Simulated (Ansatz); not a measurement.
## Electronic structure of HC6 (slab) in real space

Input file:

```
crystal:
  lattice:
    - [2.4650495083, 0.0, 0.0]
    - [-1.2325247542, 2.1347954958, 0.0]
    - [0.0, 0.0, 25.6987123419]
  atoms:
    - { symbol: C, position: [0.6666666667, 0.3333333333, 0.3307558716] }
    - { symbol: C, position: [0.3333333333, 0.6666666667, 0.3308185209] }
    - { symbol: C, position: [0.3333333333, 0.6666666667, 0.4610562199] }
    - { symbol: C, position: [0.0, 0.0, 0.4611188691] }
    - { symbol: C, position: [0.0, 0.0, 0.5913565682] }
    - { symbol: C, position: [0.6666666667, 0.3333333333, 0.5914192174] }
    - { symbol: H, position: [0.8333333333, 0.6666666667, 0.6225491818], spin: 1.0 }
basis:
  ecutwfc: 420
kpoints:
  mp_grid: { grid: [12, 12, 1] }
hamiltonian:
  xc: pbe
  dispersion: d3bj
scf:
  occupations: { method: gaussian, width: 0.05 }
output:
  forces: true
  eigenvalues: true
  populations: true
  write_density: true
  write_potential: true
  elf: true
  volumetric_format: npy
magnetization:
  spin_polarized: true
relax:
  adjacent_minimum: "off"
  f_tol: 0.03
  max_steps: 70
  constraints: [{ sites: [0, 1] }]
efield:
  axis: 3
  dipole_correction: true
  ramp_width: 0.04
```

Launched as:

```sh
ansatz run input.yaml --threads 1 --pin off --max-ram 2560MiB --backend cpu --events-out ev --progress --plain --runs-dir out
```

The fields are those of the run's last geometry, not of the input's.

The SCF solution may not be the lowest one; the program warned that a starting moment wasn't kept; spin-polarised.

Level of theory: DFT PBE+D3(BJ), scalar-relativistic, plane waves, PAW in Ansatz 0.2.0.

In a PAW calculation such maps are meaningful between the atoms, not at the nuclei.

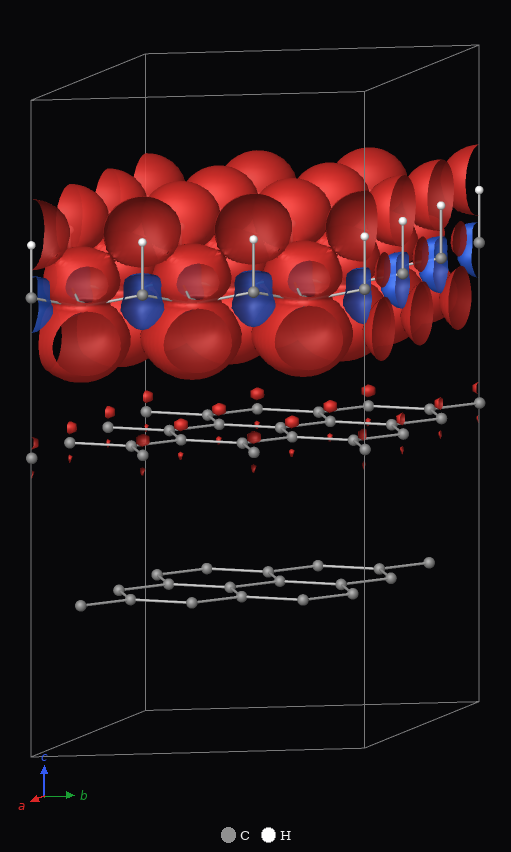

Figure 1. Isosurfaces of the spin density at +0.02 (red) and −0.02 e/Å³ (blue), seen slightly off an axis. Sticks mark near contacts.

**Where is the spin, and how is it ordered?**

The spin density sits on C: +0.3 μB in one cell of 7 atoms, with smaller moments on other sites: H (up to +0.07 μB): with much of the spin spread outside that site. The cell of the calculation (7 atoms) carries 1.0 μB of net spin moment.

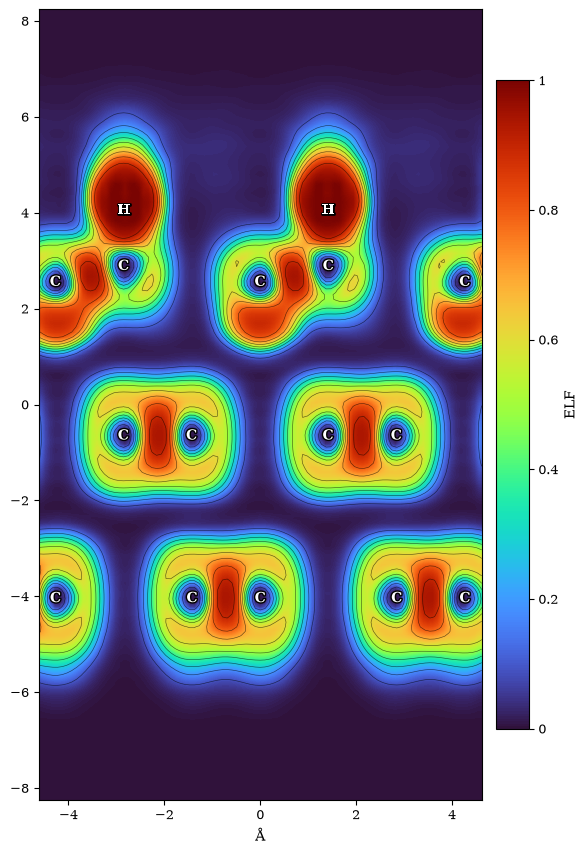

Figure 2. Electron localisation function on the (110) plane of the calculation cell, a cut from vacuum to vacuum.

**What do the fields say about this system?**

The section cuts through C and H sites. C–H (1.16 Å): the ELF climbs to about 1 towards the hydrogen, as it does in any bond to H: a covalent bond by its length. C–C (1.42 Å): the ELF peaks at about 0.95 between the atoms.
